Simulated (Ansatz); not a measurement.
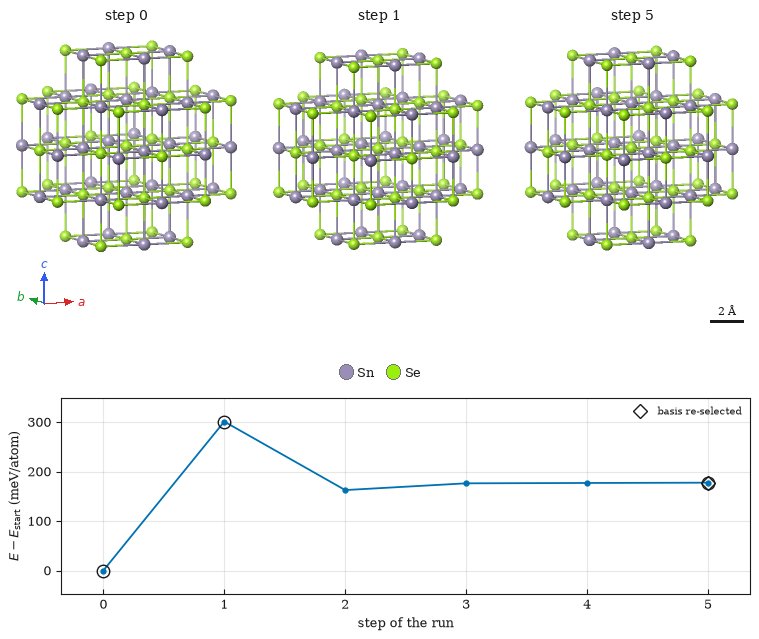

Frames of a relaxation of solid SnSe (set up in Fm-3m), marked on the history of the run. A ball-and-stick model of the conventional cell (4 times the calculation's cell), seen slightly off an axis. Lengths and directions refer to the drawn axes.

Case: relaxed at 18 GPa.

These are results of DFT PBEsol, scalar-relativistic, plane waves, PAW in Ansatz, not measurements.

The input:
```yaml
crystal:
  lattice:
    - [0.0, 2.8751963372, 2.8751963372]
    - [2.8751963372, 0.0, 2.8751963372]
    - [2.8751963372, 2.8751963372, 0.0]
  atoms:
    - { symbol: Sn, position: [0.0, 0.0, 0.0] }
    - { symbol: Se, position: [0.5, 0.5, 0.5] }
basis:
  ecutwfc: 420
kpoints:
  mp_grid: { grid: [8, 8, 8] }
hamiltonian:
  xc: pbesol
scf:
  occupations: { method: fixed }
output:
  forces: true
  stress: true
  eigenvalues: true
relax:
  adjacent_minimum: "off"
  f_tol: 0.001
  max_steps: 60
  cell: { stress_tol: 0.02, p_target: 18.0 }
```

Launched with:
```bash
ansatz run input.yaml --threads 1 --pin off --max-ram 3072MiB --backend cpu --events-out ev --progress --plain --runs-dir out
```

Q: Describe the path.

A: No atom moves by more than 0.005 Å relative to the cell. Cell: a = b = c 5.750 → 5.553 Å (−3.4 %). Volume −9.9 %. Near-neighbour distances that change, for instance: Sn1–Se2 2.875 → 2.777 Å. The space group stays Fm-3m (No. 225). The energy rises by 177 meV per atom in 4 accepted moves (5 points after the start). With the target pressure of 18 GPa, the enthalpy E + pV changes by −87.8 meV per atom. All forces vanish by symmetry, so only the cell relaxes. The pressure goes from 7.00 to 18.00 GPa. At 1 point the geometry stayed and the basis and grid were re-selected for the new cell (energy shift of 0.6 meV per atom at most each time). From step 0 to 1: volume −13.9 %, energy +301 meV per atom. From step 1 to 5: volume +4.6 %, energy −123 meV per atom.
